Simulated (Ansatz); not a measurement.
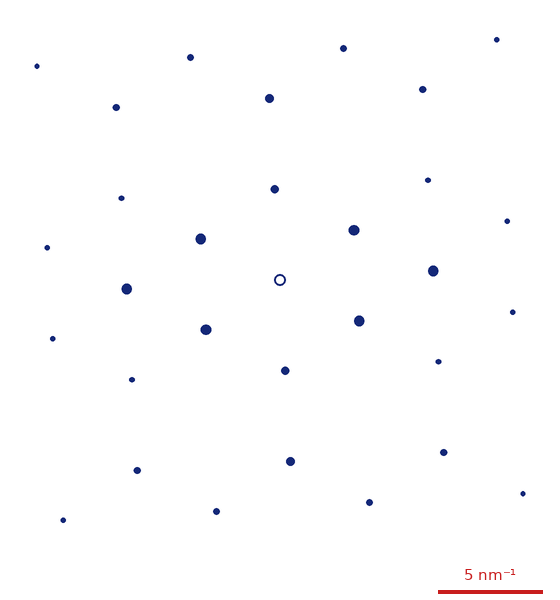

Kinematic zone-axis pattern, calculated for 80 keV electrons with B = 0.5 Å².

It belongs to Si, space group R-3m (No. 166), a = 2.702 Å, c = 20.521 Å (hexagonal axes). Structure: the geometry relaxed with Ansatz, DFT PBE, scalar-relativistic, plane waves, PAW; the starting structure was generated, so it need not be a known form of this composition.

```
Si
1.0
     2.70209    0.00000    0.00000
    -1.35104    2.34008    0.00000
     0.00000    0.00000   20.52137
Si
9
Direct
  0.00000 0.00000 0.00000
  0.33333 0.66667 0.88897
  0.00000 0.00000 0.77770
  0.66667 0.33333 0.33333
  0.00000 0.00000 0.22230
  0.66667 0.33333 0.11103
  0.33333 0.66667 0.66667
  0.66667 0.33333 0.55563
  0.33333 0.66667 0.44437
```

### Determine the zone axis from the geometry of the pattern.

The spots form a centred rectangular net (close to hexagonal) with both shortest vectors at d = 2.33 Å, 61.3° apart. They index as 0 1 -1 and -1 1 1, so the zone axis is [211] (or an equivalent direction of <211>).

### Which reflections of this zone are missing, and why?

Reflections such as 1 1 -3, 2 -1 -3 are allowed but too weak to see at this display level.
